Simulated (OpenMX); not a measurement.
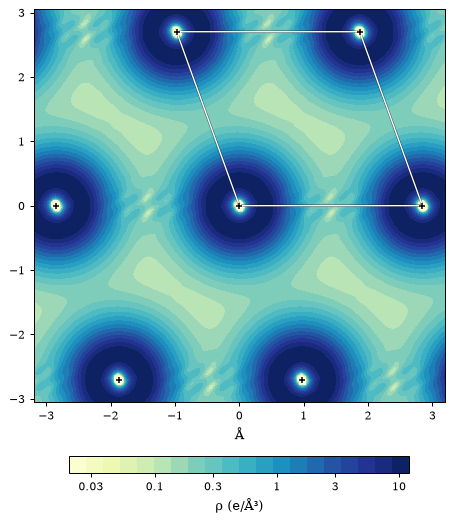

The valence charge density (pseudo) on a plane through atoms (crosses mark nuclei in the plane).

The calculation used OpenMX 3.8.5, Kohn-Sham DFT of a periodic cell, PBE, OpenMX 2013 PBE set.

Candidates:
A. Ag, a = 2.84 Å, b = 2.84 Å, c = 2.87 Å, α = 109.81°, β = 108.05°, γ = 109.12°. Space group P-1; a structure from a database of computed crystals, not necessarily the ambient phase; changed on purpose from its base cell (cell strained at random at fixed volume).
B. HfO₂, a = 5.22 Å, b = 5.00 Å, c = 5.03 Å, α = 90.00°, β = 90.00°, γ = 90.00°. Space group Pca2₁; a structure from a database of computed crystals, not necessarily the ambient phase; computed pressure about 5 GPa in this cell.
C. Si, a = 2.63 Å, b = 2.64 Å, c = 2.66 Å, α = 60.53°, β = 76.03°, γ = 60.26°. Space group P-1; a structure from a database of computed crystals, not necessarily the ambient phase; changed on purpose from its base cell (cell strained at random at fixed volume); computed pressure about 4 GPa in this cell.

### Which candidate gave the map?

Candidate A: Ag on the (100) plane of the conventional cell, which holds Ag. Ag–Ag (2.84 Å): ρ at the midpoint is about 0.23 e/Å³.
